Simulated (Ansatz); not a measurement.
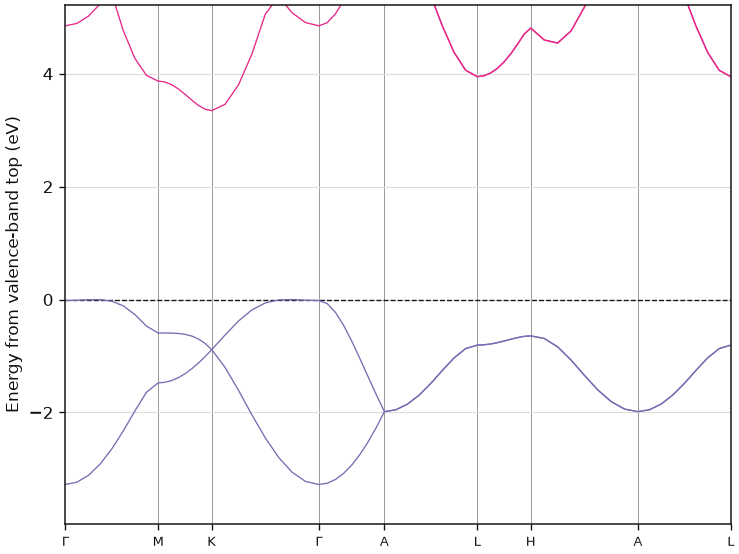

What does this figure show?

Band structure of NaH, space group P6_3/mmc (No. 194), 4 atoms in the cell. Method: DFT, PBE, all-electron PAW with datasets made for the crystal, scalar-relativistic, no spin polarisation, 14×14×8 k mesh, 180 eV cutoff (Ansatz). Energies are counted from the top of the valence band. The path runs straight from each named point to the next.

The material is gapped. The gap along this path is 3.35 eV and indirect, from the valence-band top between K and Γ to the conduction-band bottom at K; the smallest direct gap is 4.09 eV, between K and Γ. The direct gaps are 4.23 eV at K, 5.45 eV at H and 4.75 eV at L.
